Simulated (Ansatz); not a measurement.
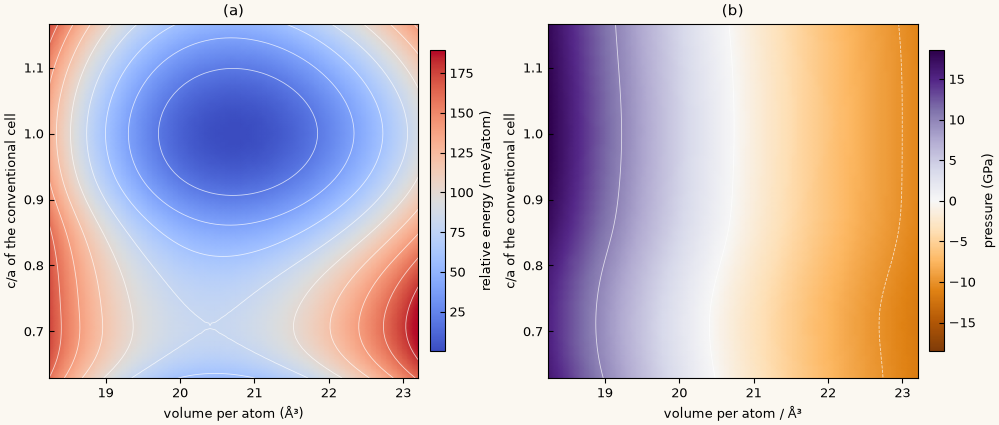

Hf (Fm-3m, No. 225; 1 atom in the cell). 
- The energy is mapped over volume and the cell's shape.
- The first coordinate is: volume per atom; the second: c/a of the conventional cell.
- Nothing is relaxed (symmetry fixes all fractional coordinates).
- The scan uses a 7 × 9 grid.
- Points are written as (first, second).
- Energies are in meV/atom, from the lowest grid point.
- Method: DFT LDA, scalar-relativistic, plane waves, PAW in Ansatz. Settings: cutoff 420 eV, k-mesh 20×20×20, gaussian smearing 0.15 eV, no spin polarisation.

Panel (a) is the energy and panel (b) the computed pressure on the same grid.

The picture shows a smooth colour map with a few white contour lines. Between grid points the surface is interpolated.

How does the pressure vary over the map, and what is it at the lowest grid point?

Answer. It runs from −11.6 GPa at (23.20 Å³, 0.734) to 18.6 GPa at (18.23 Å³, 1.000) [fcc]. At the lowest grid point, (20.72 Å³, 1.000) [fcc], it is 0.1 GPa. The pressure is minus the slope of the energy with volume, so it vanishes at the true minimum, which need not be a grid point.

```
c/a of the conventional cell ↓, volume per atom →  18.23  19.06  19.89  20.72  21.55  22.38  23.20
                                            1.167   17.8   10.6    4.7   −0.3   −4.4   −7.9  −10.9
                                            1.080   18.3   11.1    5.0    0.0   −4.2   −7.7  −10.7
                                            1.000   18.6   11.3    5.2    0.1   −4.2   −7.7  −10.7
                                            0.926   18.3   11.1    5.0    0.0   −4.2   −7.7  −10.7
                                            0.857   17.3   10.4    4.6   −0.3   −4.4   −7.9  −10.8
                                            0.793   16.0    9.3    3.7   −1.0   −5.0   −8.4  −11.3
                                            0.734   15.4    8.7    3.1   −1.6   −5.5   −8.9  −11.6
                                            0.680   15.5    8.7    3.1   −1.6   −5.6   −8.9  −11.6
                                            0.629   16.3    9.4    3.6   −1.3   −5.3   −8.7  −11.5
```
